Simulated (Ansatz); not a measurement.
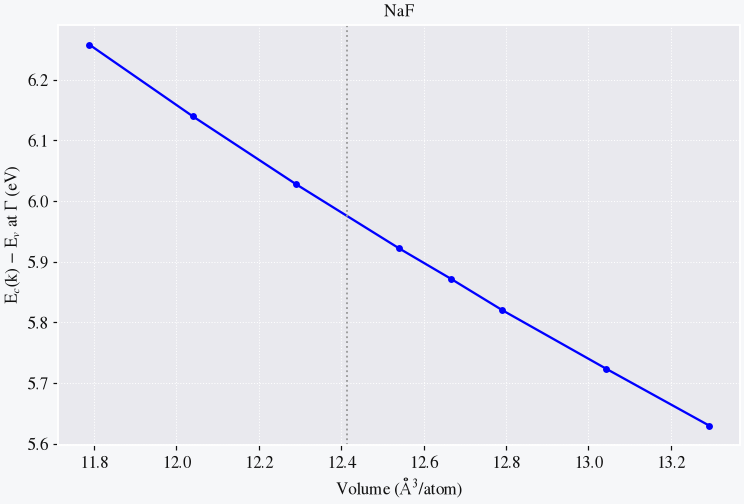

Lowest conduction level at Γ, counted from the valence-band top at Γ. One run is left out (dotted line).

System: rocksalt NaF, space group Fm-3m (No. 225), 2 atoms in the primitive cell. The cell is scaled uniformly. Ansatz; LDA, all-electron LAPW, no spin polarisation, no spin-orbit coupling, 10×10×10 k mesh.

| volume | Γ (eV) | pressure (GPa) |
| --- | --- | --- |
| 11.79 Å³/atom | 6.26 | −1.8 |
| 12.04 Å³/atom | 6.14 | −2.9 |
| 12.29 Å³/atom | 6.03 | −3.8 |
| 12.54 Å³/atom | 5.92 | −4.6 |
| 12.67 Å³/atom | 5.87 | −5.0 |
| 12.79 Å³/atom | 5.82 | −5.3 |
| 13.04 Å³/atom | 5.72 | −6.0 |
| 13.29 Å³/atom | 5.63 | −6.5 |

**What does the missing run, at 12.42 Å³/atom, give?**

A fit through the other points against the logarithm of the volume gives 5.98 eV at Γ (a straight line). The run itself gives 5.98 eV, within 0.01 eV of the estimate.

LDA, GGA and most meta-GGA functionals understate gaps.
